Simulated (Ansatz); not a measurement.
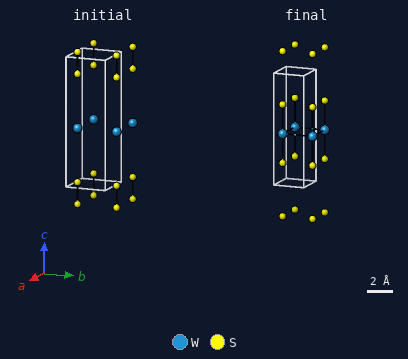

The structure of crystalline WS2 (a generated structure, set up in P4/mmm) (coarse preliminary run) before (left) and after (right) a relaxation, at one scale.

Style: ball-and-stick. Shown: the cell of the calculation, repeated 2 × 2 × 1 with one cell outlined, slightly off an axis.

Level of theory: Ansatz, DFT PBE, scalar-relativistic, plane waves, PAW.

Input
```yaml
crystal:
  lattice:
    - [3.40621514, 0.0, 0.0]
    - [0.0, 3.40621514, 0.0]
    - [0.0, 0.0, 10.75728372]
  atoms:
    - { symbol: W, position: [0.5, 0.5, 0.5] }
    - { symbol: S, position: [0.5, 0.5, 0.91552355] }
    - { symbol: S, position: [0.5, 0.5, 0.08447645] }
basis:
  ecutwfc: 420
kpoints:
  mp_grid: { grid: [6, 6, 2] }
hamiltonian:
  xc: pbe
scf:
  occupations: { method: gaussian, width: 0.1 }
  lower_state_search: "off"
output:
  forces: true
  stress: true
  eigenvalues: true
relax:
  adjacent_minimum: "off"
  f_tol: 0.04
  max_steps: 70
  cell: { stress_tol: 0.4 }
```

Run as
```bash
ansatz run input.yaml --threads 1 --pin off --max-ram 2048MiB --backend cpu --events-out ev --progress --plain --runs-dir out
```

Question: Describe what moved and what it gained.

Answer: The largest moves relative to the cell, 1.42 Å, are those of S2 and S3. S2 goes along −c. W stays in place. The drawn cell changes as follows: a = b 3.406 → 2.602 Å (−23.6 %), c 10.757 → 9.237 Å (−14.1 %); the volume changes by −49.9 %. Among the contacts that change: S2–S3 1.817 → 4.399 Å, W1–S2 4.470 → 2.419 Å, S2–S2 3.406 → 2.602 Å, W1–W1 3.406 → 2.602 Å. New bonds form: W1–S2 (4.47 → 2.42 Å), W1–S3 (4.47 → 2.42 Å). Bonds break: S2–S3 (1.82 → 4.40 Å). The space group stays P4/mmm (No. 123). The energy falls by 6.222 eV per cell of the calculation in 21 accepted moves (22 points after the start). The largest force component goes from 3.1 to 0.01 eV/Å. The pressure goes from −6.20 to 0.08 GPa. At 1 point the geometry stayed and the basis and grid were re-selected for the new cell (energy shift of 1.7 meV per cell of the calculation at most each time).
